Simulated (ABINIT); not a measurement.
## Geometry relaxation, with input and output: C (part 3 of 3)

Continued. System: C (P6₃/mmc, 4 atoms in the cell). Method: Kohn-Sham DFT of a periodic cell, LDA, PseudoDojo NC SR LDA v0.4.1 standard, no spin polarisation (ABINIT 10.8.3); cutoff 1115.67 eV, 9×9×5 k-mesh, fermi-dirac of 0.05 eV. The structure derives from an entry of the Crystallography Open Database.

Geometry of the input (Å; fractional positions):
```
2.5221  0.0000  0.0000
-1.2611  2.1842  0.0000
0.0000  0.0000  4.1186
C  0.6667  0.3333  0.9375
C  0.3333  0.6667  0.4375
C  0.6667  0.3333  0.5625
C  0.3333  0.6667  0.0625
```

Output, continued
```
 Cartesian coordinates (xcart) [bohr]
  2.35035618784881E+00  1.35697877777783E+00  7.33638805519244E+00
 -3.28763072453252E-11  2.71395755555565E+00  3.42221146124757E+00
  2.35035618784881E+00  1.35697877777783E+00  4.40614172664217E+00
 -3.28763072453252E-11  2.71395755555565E+00  4.91965132697301E-01
 Reduced coordinates (xred)
  6.66666666666667E-01  3.33333333333333E-01  9.37155986592639E-01
  3.33333333333333E-01  6.66666666666667E-01  4.37155986592639E-01
  6.66666666666667E-01  3.33333333333333E-01  5.62844013407361E-01
  3.33333333333333E-01  6.66666666666667E-01  6.28440134073611E-02
 Cartesian forces (fcart) [Ha/bohr]; max,rms= 1.28364E-06 7.41109E-07 (free atoms)
  6.58738880220540E-28  1.15750499516815E-28 -1.28363840639319E-06
 -4.86893954945617E-28 -2.81108355955927E-28 -1.28363840639319E-06
  8.59224626374617E-29  3.14179927239309E-28  1.28363840639319E-06
 -2.57767387912385E-28 -1.48822070800197E-28  1.28363840639319E-06
 Gradient of E wrt nuclear positions in reduced coordinates (gred)
 -3.09654200662755E-27  1.07705808926175E-27  1.00487748107858E-05
  2.28874843968123E-27 -9.12443834969515E-44  1.00487748107858E-05
 -4.03896783473158E-28 -1.07705808926175E-27 -1.00487748107858E-05
  1.21169035041947E-27  4.09919257227898E-44 -1.00487748107858E-05
 Scale of Primitive Cell (acell) [bohr]
  4.70071237573050E+00  4.70071237581315E+00  7.82835318788974E+00
 Real space primitive translations (rprimd) [bohr]
  4.70071237573050E+00  0.00000000000000E+00  0.00000000000000E+00
 -2.35035618791457E+00  4.07093633333348E+00  0.00000000000000E+00
  0.00000000000000E+00  0.00000000000000E+00  7.82835318788974E+00
 Unitary Cell Volume (ucvol) [Bohr^3]=  1.49805721394890E+02
 Angles (23,13,12)= [degrees]
  9.00000000000000E+01  9.00000000000000E+01  1.20000000000112E+02
 Lengths [Bohr]
  4.70071237573050E+00  4.70071237581315E+00  7.82835318788974E+00
 Stress tensor in cartesian coordinates (strten) [Ha/bohr^3]
 -3.16356091092582E-07  1.50306554288371E-13  0.00000000000000E+00
  1.50306554288371E-13 -3.16356499295567E-07  0.00000000000000E+00
  0.00000000000000E+00  0.00000000000000E+00  5.87169210454486E-07
 Total energy (etotal) [Ha]= -2.41251394773052E+01

 Difference of energy with previous step (new-old):
           Absolute (Ha)=-3.30064E-08
           Relative     =-1.36813E-09

--- Iteration: ( 6/50) Internal Cycle: (1/1)
--------------------------------------------------------------------------------

---SELF-CONSISTENT-FIELD CONVERGENCE--------------------------------------------

--- !BeginCycle
iteration_state: {dtset: 1, itime: 6, icycle: 1, }
solver: {iscf: 7, nstep: 80, nline: 4, wfoptalg: 0, }
tolerances: {tolvrs: 1.00E-12, }
...

     iter   Etot(hartree)      deltaE(h)  residm     vres2
 ETOT  1  -24.125139478016    -2.413E+01 1.371E-06 1.501E-06
 ETOT  2  -24.125139478197    -1.805E-10 1.063E-06 8.852E-09
 ETOT  3  -24.125139478198    -1.410E-12 4.163E-07 2.020E-10
 ETOT  4  -24.125139478198     4.050E-13 8.238E-07 5.855E-13

 At SCF step    4       vres2   =  5.85E-13 < tolvrs=  1.00E-12 =>converged.

 Cartesian components of stress tensor (hartree/bohr^3)
  sigma(1 1)= -9.97210253E-09  sigma(3 2)=  0.00000000E+00
  sigma(2 2)= -9.97251074E-09  sigma(3 1)=  0.00000000E+00
  sigma(3 3)=  2.84111157E-09  sigma(2 1)=  1.50311060E-13

--- !ResultsGS
iteration_state: {dtset: 1, itime: 6, icycle: 1, }
comment   : Summary of ground state results
lattice_vectors:
- [  4.7007439,   0.0000000,   0.0000000, ]
- [ -2.3503720,   4.0709637,   0.0000000, ]
- [  0.0000000,   0.0000000,   7.8282539, ]
lattice_lengths: [   4.70074,    4.70074,    7.82825, ]
lattice_angles: [ 90.000,  90.000, 120.000, ] # degrees, (23, 13, 12)
lattice_volume:   1.4980583E+02
convergence: {deltae:  4.050E-13, res2:  5.855E-13, residm:  8.238E-07, diffor: null, }
etotal    :  -2.41251395E+01
entropy   :   0.00000000E+00
fermie    :   4.38285075E-01
cartesian_stress_tensor: # hartree/bohr^3
- [ -9.97210253E-09,   1.50311060E-13,   0.00000000E+00, ]
- [  1.50311060E-13,  -9.97251074E-09,   0.00000000E+00, ]
- [  0.00000000E+00,   0.00000000E+00,   2.84111157E-09, ]
pressure_GPa:   1.6773E-04
xred      :
- [  6.6667E-01,   3.3333E-01,   9.3716E-01,  C]
- [  3.3333E-01,   6.6667E-01,   4.3716E-01,  C]
- [  6.6667E-01,   3.3333E-01,   5.6284E-01,  C]
- [  3.3333E-01,   6.6667E-01,   6.2844E-02,  C]
cartesian_forces: # hartree/bohr
- [ -2.86406285E-28,  -4.29927540E-28,  -1.28854119E-07, ]
- [  2.86406285E-28,   1.65356746E-28,  -1.28854119E-07, ]
- [  2.86406285E-28,   6.94498333E-28,   1.28854119E-07, ]
- [ -2.86406285E-28,  -4.29927540E-28,   1.28854119E-07, ]
force_length_stats: {min:   1.28854119E-07, max:   1.28854119E-07, mean:   1.28854119E-07, }
...

 Integrated electronic density in atomic spheres:
 ------------------------------------------------
 Atom  Sphere_radius  Integrated_density
    1        2.00000          4.74046556
    2        2.00000          4.74046556
    3        2.00000          4.74046556
    4        2.00000          4.74046556

---OUTPUT-----------------------------------------------------------------------

 Cartesian coordinates (xcart) [bohr]
  2.35037197170111E+00  1.35698789058920E+00  7.33629467115784E+00
 -3.28762332310410E-11  2.71397578117840E+00  3.42216770714346E+00
  2.35037197170111E+00  1.35698789058920E+00  4.40608622088530E+00
 -3.28762332310410E-11  2.71397578117840E+00  4.91959256870920E-01
 Reduced coordinates (xred)
  6.66666666666667E-01  3.33333333333333E-01  9.37155940342012E-01
  3.33333333333333E-01  6.66666666666667E-01  4.37155940342012E-01
  6.66666666666667E-01  3.33333333333333E-01  5.62844059657988E-01
  3.33333333333333E-01  6.66666666666667E-01  6.28440596579882E-02
 Cartesian forces (fcart) [Ha/bohr]; max,rms= 1.28854E-07 7.43940E-08 (free atoms)
 -2.86406285425825E-28 -4.29927539565721E-28 -1.28854118679580E-07
  2.86406285425825E-28  1.65356745988951E-28 -1.28854118679580E-07
  2.86406285425825E-28  6.94498333142490E-28  1.28854118679580E-07
 -2.86406285425825E-28 -4.29927539565721E-28  1.28854118679580E-07
 Gradient of E wrt nuclear positions in reduced coordinates (gred)
  1.34632261157719E-27  1.07705808926175E-27  1.00870276069611E-06
 -1.34632261157719E-27 -1.04756856801658E-44  1.00870276069611E-06
 -1.34632261157719E-27 -2.15411617852351E-27 -1.00870276069611E-06
  1.34632261157719E-27  1.07705808926175E-27 -1.00870276069611E-06
 Scale of Primitive Cell (acell) [bohr]
  4.70074394343510E+00  4.70074394351775E+00  7.82825392802876E+00
 Real space primitive translations (rprimd) [bohr]
  4.70074394343510E+00  0.00000000000000E+00  0.00000000000000E+00
 -2.35037197176686E+00  4.07096367176760E+00  0.00000000000000E+00
  0.00000000000000E+00  0.00000000000000E+00  7.82825392802876E+00
 Unitary Cell Volume (ucvol) [Bohr^3]=  1.49805833954723E+02
 Angles (23,13,12)= [degrees]
  9.00000000000000E+01  9.00000000000000E+01  1.20000000000112E+02
 Lengths [Bohr]
  4.70074394343510E+00  4.70074394351775E+00  7.82825392802876E+00
 Stress tensor in cartesian coordinates (strten) [Ha/bohr^3]
 -9.97210253088354E-09  1.50311060196419E-13  0.00000000000000E+00
  1.50311060196419E-13 -9.97251073907301E-09  0.00000000000000E+00
  0.00000000000000E+00  0.00000000000000E+00  2.84111156823030E-09
 Total energy (etotal) [Ha]= -2.41251394781978E+01

 Difference of energy with previous step (new-old):
           Absolute (Ha)=-8.92623E-10
           Relative     =-3.69997E-11

 At Broyd/MD step   6, gradients are converged :
  max grad (force/stress) = 9.9725E-07 < tolmxf= 2.0000E-05 ha/bohr (free atoms)

================================================================================

 ----iterations are completed or convergence reached----

 Mean square residual over all n,k,spin=   19.858E-10; max=  82.385E-08
 reduced coordinates (array xred) for    4 atoms
       0.666666666667      0.333333333333      0.937155940342
       0.333333333333      0.666666666667      0.437155940342
       0.666666666667      0.333333333333      0.562844059658
       0.333333333333      0.666666666667      0.062844059658
 rms dE/dt=  5.8237E-07; max dE/dt=  1.0087E-06; dE/dt below (all hartree)
    1       0.000000000000      0.000000000000      0.000001008703
    2      -0.000000000000      0.000000000000      0.000001008703
    3      -0.000000000000     -0.000000000000     -0.000001008703
    4       0.000000000000      0.000000000000     -0.000001008703

 cartesian coordinates (angstrom) at end:
    1      1.24376328372560     0.71808706668398     3.88219994981212
    2     -0.00000000001740     1.43617413336796     1.81093316127993
    3      1.24376328372560     0.71808706668398     2.33160041578444
    4     -0.00000000001740     1.43617413336796     0.26033362725225

 cartesian forces (hartree/bohr) at end:
    1     -0.00000000000000    -0.00000000000000    -0.00000012885412
    2      0.00000000000000     0.00000000000000    -0.00000012885412
    3      0.00000000000000     0.00000000000000     0.00000012885412
    4     -0.00000000000000    -0.00000000000000     0.00000012885412
 frms,max,avg= 7.4393960E-08 1.2885412E-07   0.000E+00  0.000E+00  0.000E+00 h/b

 cartesian forces (eV/Angstrom) at end:
    1     -0.00000000000000    -0.00000000000000    -0.00000662594519
    2      0.00000000000000     0.00000000000000    -0.00000662594519
    3      0.00000000000000     0.00000000000000     0.00000662594519
    4     -0.00000000000000    -0.00000000000000     0.00000662594519
 frms,max,avg= 3.8254912E-06 6.6259452E-06   0.000E+00  0.000E+00  0.000E+00 e/A
 length scales=  4.700743943435  4.700743943518  7.828253928029 bohr
              =  2.487526567469  2.487526567512  4.142533577064 angstroms
 Fermi (or HOMO) energy (hartree) =   0.43829   Average Vxc (hartree)=  -0.50795
 Eigenvalues (hartree) for nkpt=  36  k points:
 kpt#   1, nband= 12, wtk=  0.00247, kpt=  0.0000  0.0000  0.0000 (reduced coord)
  -0.41525   -0.20371   -0.12146    0.27618    0.27618    0.37285    0.39192    0.39192
   0.57500    0.57500    0.58890    0.70798
      occupation numbers for kpt#   1
   2.00000    2.00000    2.00000    2.00000    2.00000    2.00000    2.00000    2.00000
   0.00000    0.00000    0.00000    0.00000
 prteigrs : prtvol=0 or 1, do not print more k-points.

--- !EnergyTerms
iteration_state     : {dtset: 1, itime: 6, icycle: 1, }
comment             : Components of total free energy in Hartree
kinetic             :  1.71935021767782E+01
hartree             :  1.92395064452273E+00
xc                  : -8.70474475928778E+00
Ewald energy        : -2.57267215665270E+01
psp_core            :  1.85884564572870E+00
local_psp           : -9.34125649410146E+00
non_local_psp       : -1.32871512531123E+00
internal            : -2.41251394781978E+01
'-kT*entropy'       : -3.93376314350867E-15
total_energy        : -2.41251394781978E+01
total_energy_eV     : -6.56478488579405E+02
band_energy         :  7.68676065335336E-01
...

 rms coord change=  1.9864E-04   atom, delta coord (reduced):
     1        0.000000000000      0.000000000000     -0.000344059658
     2        0.000000000000      0.000000000000     -0.000344059658
     3        0.000000000000      0.000000000000      0.000344059658
     4        0.000000000000      0.000000000000      0.000344059658

 Cartesian components of stress tensor (hartree/bohr^3)
  sigma(1 1)= -9.97210253E-09  sigma(3 2)=  0.00000000E+00
  sigma(2 2)= -9.97251074E-09  sigma(3 1)=  0.00000000E+00
  sigma(3 3)=  2.84111157E-09  sigma(2 1)=  1.50311060E-13

-Cartesian components of stress tensor (GPa)         [Pressure=  1.6773E-04 GPa]
- sigma(1 1)= -2.93389386E-04  sigma(3 2)=  0.00000000E+00
- sigma(2 2)= -2.93401396E-04  sigma(3 1)=  0.00000000E+00
- sigma(3 3)=  8.35883882E-05  sigma(2 1)=  4.42230407E-09

== END DATASET(S) ==============================================================
================================================================================

 -outvars: echo values of variables after computation  --------
            acell      4.7007439434E+00  4.7007439435E+00  7.8282539280E+00 Bohr
           etotal     -2.4125139478E+01
            fcart     -2.8640628543E-28 -4.2992753957E-28 -1.2885411868E-07
                       2.8640628543E-28  1.6535674599E-28 -1.2885411868E-07
                       2.8640628543E-28  6.9449833314E-28  1.2885411868E-07
                      -2.8640628543E-28 -4.2992753957E-28  1.2885411868E-07
            rprim      1.0000000000E+00  0.0000000000E+00  0.0000000000E+00
                      -5.0000000000E-01  8.6602540378E-01  0.0000000000E+00
                       0.0000000000E+00  0.0000000000E+00  1.0000000000E+00
           strten     -9.9721025309E-09 -9.9725107391E-09  2.8411115682E-09
                       0.0000000000E+00  0.0000000000E+00  1.5031106020E-13
           xangst      1.2437632837E+00  7.1808706668E-01  3.8821999498E+00
                      -1.7397353394E-11  1.4361741334E+00  1.8109331613E+00
                       1.2437632837E+00  7.1808706668E-01  2.3316004158E+00
                      -1.7397353394E-11  1.4361741334E+00  2.6033362725E-01
             xred      6.6666666667E-01  3.3333333333E-01  9.3715594034E-01
                       3.3333333333E-01  6.6666666667E-01  4.3715594034E-01
                       6.6666666667E-01  3.3333333333E-01  5.6284405966E-01
                       3.3333333333E-01  6.6666666667E-01  6.2844059658E-02
 Calculation completed.
```

Trajectory as extended XYZ (Å, eV, eV/Å), 6 frames, from step=0 to step=5
```
4
Lattice="2.5221 0.0000 0.0000 -1.2611 2.1842 0.0000 0.0000 0.0000 4.1186" Properties=species:S:1:pos:R:3:forces:R:3 step=0 energy=-656.44025
C     1.2611    0.7281    3.8612    0.0000   0.0000  -0.0407
C     0.0000    1.4561    1.8019    0.0000   0.0000  -0.0407
C     1.2611    0.7281    2.3167    0.0000   0.0000   0.0407
C     0.0000    1.4561    0.2574    0.0000   0.0000   0.0407
4
Lattice="2.4763 0.0000 0.0000 -1.2381 2.1445 0.0000 0.0000 0.0000 4.1497" Properties=species:S:1:pos:R:3:forces:R:3 step=1 energy=-656.47408
C     1.2381    0.7148    3.8899    0.0000   0.0000  -0.0979
C     0.0000    1.4297    1.8151    0.0000   0.0000  -0.0979
C     1.2381    0.7148    2.3346    0.0000   0.0000   0.0979
C     0.0000    1.4297    0.2598    0.0000   0.0000   0.0979
4
Lattice="2.4880 0.0000 0.0000 -1.2440 2.1547 0.0000 0.0000 0.0000 4.1430" Properties=species:S:1:pos:R:3:forces:R:3 step=2 energy=-656.47847
C     1.2440    0.7182    3.8829    0.0000   0.0000  -0.0170
C     0.0000    1.4365    1.8114    0.0000   0.0000  -0.0170
C     1.2440    0.7182    2.3316    0.0000   0.0000   0.0170
C     0.0000    1.4365    0.2601    0.0000   0.0000   0.0170
4
Lattice="2.4875 0.0000 0.0000 -1.2438 2.1543 0.0000 0.0000 0.0000 4.1422" Properties=species:S:1:pos:R:3:forces:R:3 step=3 energy=-656.47849
C     1.2438    0.7181    3.8820    0.0000   0.0000  -0.0042
C     0.0000    1.4362    1.8109    0.0000   0.0000  -0.0042
C     1.2438    0.7181    2.3314    0.0000   0.0000   0.0042
C     0.0000    1.4362    0.2603    0.0000   0.0000   0.0042
4
Lattice="2.4875 0.0000 0.0000 -1.2438 2.1542 0.0000 0.0000 0.0000 4.1426" Properties=species:S:1:pos:R:3:forces:R:3 step=4 energy=-656.47849
C     1.2438    0.7181    3.8822    0.0000   0.0000  -0.0001
C     0.0000    1.4362    1.8110    0.0000   0.0000  -0.0001
C     1.2438    0.7181    2.3316    0.0000   0.0000   0.0001
C     0.0000    1.4362    0.2603    0.0000   0.0000   0.0001
4
Lattice="2.4875 0.0000 0.0000 -1.2438 2.1543 0.0000 0.0000 0.0000 4.1425" Properties=species:S:1:pos:R:3:forces:R:3 step=5 energy=-656.47849
C     1.2438    0.7181    3.8822    0.0000   0.0000   0.0000
C     0.0000    1.4362    1.8109    0.0000   0.0000   0.0000
C     1.2438    0.7181    2.3316    0.0000   0.0000   0.0000
C     0.0000    1.4362    0.2603    0.0000   0.0000   0.0000
```

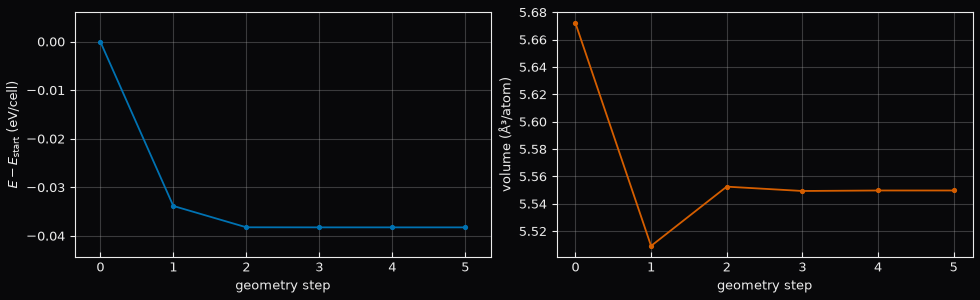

Fig. 1: Progress of the relaxation, step by step (steps are counted from 0).

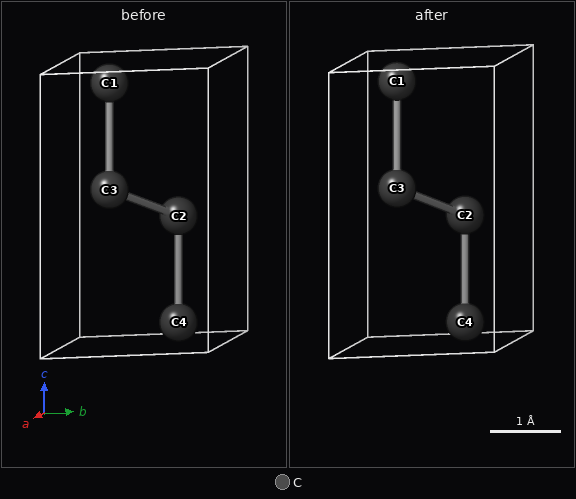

Fig. 2: Before (left) and after (right) the relaxation, at one scale (ball-and-stick view of the cell of the calculation, seen slightly off an axis). After 5 geometry steps the energy has fallen by 38.2 meV per cell of the calculation. Largest force component: 0.041 eV/Å at the start, under 0.0001 eV/Å at the end. No atom moves by more than 0.005 Å relative to the cell. Cell: a = b 2.522 → 2.488 Å (−1.4 %), c 4.119 → 4.143 Å (+0.6 %). Volume −2.2 %. Among the contacts that change: C1–C4 1.544 → 1.528 Å, C1–C3 1.544 → 1.551 Å. The space group stays P6_3/mmc (No. 194). (Atoms are counted from 1 in the order of the input.)

Results in brief

- outcome: converged
- space group (tolerance 0.01 Å): P6₃/mmc (194)
- electrons treated: 16
- free energy: −656.4785 eV
- Fermi energy: 11.926 eV
- gap on the k-point mesh: 3.07 eV
- pressure: 0.00 GPa
- final volume: 22.20 Å³
- largest force (length of the vector) at the end: under 0.001 eV/Å
- final cell: a = 2.488 Å, b = 2.488 Å, c = 4.143 Å, α = 90.00°, β = 90.00°, γ = 120.00°
- hardware: 4 threads of Arm Neoverse V1, 24 GiB of memory available, shared host
- wall time: 27 s (CPU time 1.8 min)
- peak memory: 0.28 GiB
